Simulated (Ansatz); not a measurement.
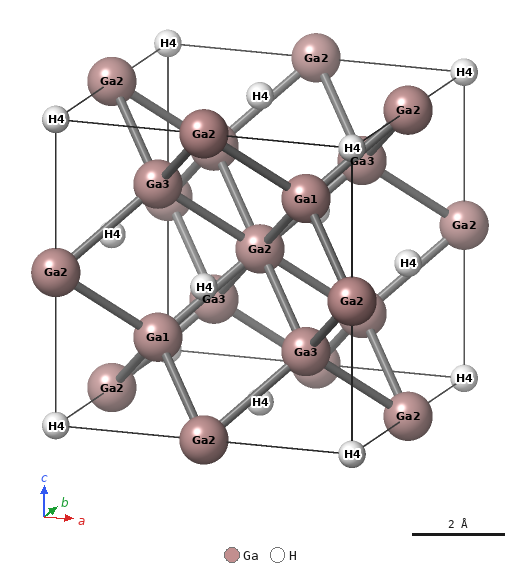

This is the input geometry for a relaxation of crystalline Ga$_{3}$H (a generated structure, set up in Fm-3m) (coarse preliminary run). A ball-and-stick model of the conventional cell (4 times the calculation's cell), seen slightly off an axis. Lengths and directions refer to the drawn axes.

Level of theory: DFT PBE, scalar-relativistic, plane waves, PAW (Ansatz).

Input
```yaml
crystal:
  lattice:
    - [0.0, 3.45494472, 3.45494472]
    - [3.45494472, 0.0, 3.45494472]
    - [3.45494472, 3.45494472, 0.0]
  atoms:
    - { symbol: Ga, position: [0.25, 0.25, 0.25] }
    - { symbol: Ga, position: [0.5, 0.5, 0.5] }
    - { symbol: Ga, position: [0.75, 0.75, 0.75] }
    - { symbol: H, position: [0.0, 0.0, 0.0] }
basis:
  ecutwfc: 420
kpoints:
  mp_grid: { grid: [4, 4, 4] }
hamiltonian:
  xc: pbe
scf:
  occupations: { method: gaussian, width: 0.1 }
  lower_state_search: "off"
output:
  forces: true
  stress: true
  eigenvalues: true
relax:
  adjacent_minimum: "off"
  f_tol: 0.04
  max_steps: 70
  cell: { stress_tol: 0.4 }
```

Command:
```bash
ansatz run input.yaml --threads 1 --pin off --max-ram 2048MiB --backend cpu --events-out ev --progress --plain --runs-dir out
```

What does the optimiser find from here?

Over 2 accepted moves (3 points after the start) the energy falls by 0.671 eV per cell of the calculation. All forces vanish by symmetry, so only the cell relaxes. The pressure goes from −7.42 to 0.18 GPa. The SCF was repeated once at an unchanged geometry on a basis and grid sized afresh for the cell, which shifted the energy by 5.6 meV per cell of the calculation at most. The atoms keep their places relative to the cell (all moves are under 0.005 Å). The volume changes by −26.5 %, with a = b = c 6.910 → 6.236 Å (−9.7 %). Some distances before and after: Ga1–Ga2 2.992 → 2.700 Å. The space group stays Fm-3m (No. 225). Cost: 4.4 s on 1 thread of Arm Neoverse V2 (shared host), peak memory 0.32 GiB.

History of the run:

```json
{"step": "0", "E − E(0), meV/atom": "0.00", "pressure, GPa": "-7.42", "volume, Å³/atom": "20.620", "note": ""}
{"step": "1", "E − E(0), meV/atom": "-116.20", "pressure, GPa": "-5.19", "volume, Å³/atom": "17.749", "note": ""}
{"step": "2", "E − E(0), meV/atom": "-169.11", "pressure, GPa": "0.23", "volume, Å³/atom": "15.158", "note": ""}
{"step": "3", "E − E(0), meV/atom": "-167.70", "pressure, GPa": "0.18", "volume, Å³/atom": "15.158", "note": "same geometry, new basis"}
```

The structure at the end:

```
CELL_PARAMETERS angstrom
0.00000 3.11809 3.11809
3.11809 0.00000 3.11809
3.11809 3.11809 0.00000
ATOMIC_POSITIONS crystal
Ga 0.25000 0.25000 0.25000
Ga 0.50000 0.50000 0.50000
Ga 0.75000 0.75000 0.75000
H 0.00000 0.00000 0.00000
```

The end point in the same view:

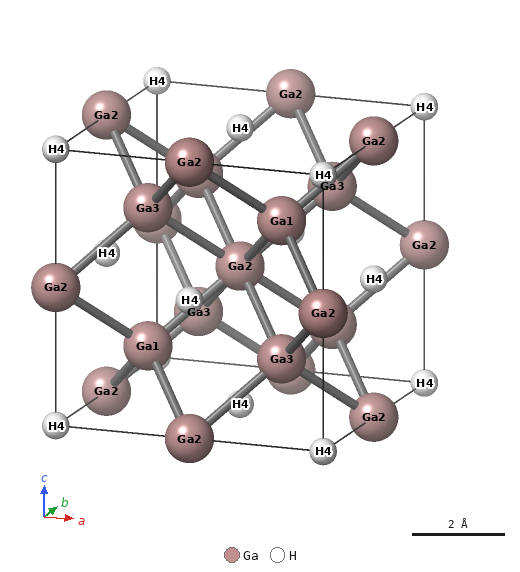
